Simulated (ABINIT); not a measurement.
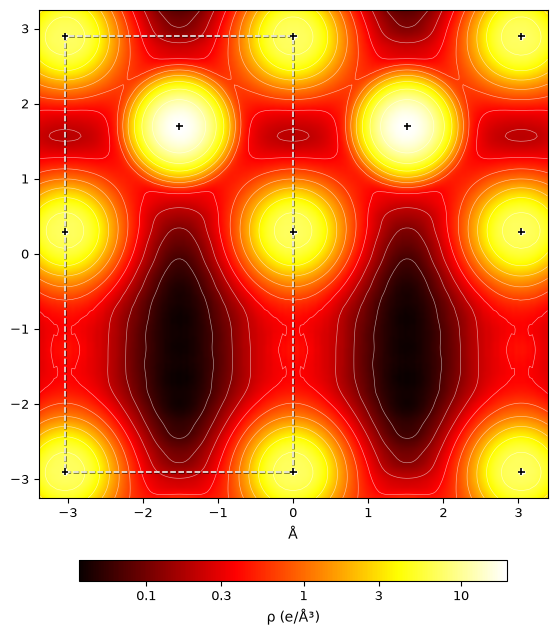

The valence charge density (pseudo) on a plane through atoms (crosses mark nuclei in the plane).

The calculation used Kohn-Sham DFT of a periodic cell, PBE, JTH PAW PBE v2.0 (ABINIT 10.8.3).

Candidates:
A. GaAs, a = 3.81 Å, b = 3.81 Å, c = 2.74 Å, α = 90.00°, β = 90.00°, γ = 90.00°. Space group P4/mmm; a generated structure, not necessarily the stable one.
B. Ga₂O₃, a = 12.21 Å, b = 3.04 Å, c = 5.80 Å, α = 90.00°, β = 103.83°, γ = 90.00°. Space group C2/m; computed pressure about 10 GPa in this cell.

**Which candidate gave the map?**

Candidate B: Ga₂O₃ on the (100) plane of the conventional cell, which holds Ga and O. Ga–O (1.94 Å): ρ is about 0.67 e/Å³ halfway. Ga–O (2.07 Å): ρ is about 0.5 e/Å³ halfway.
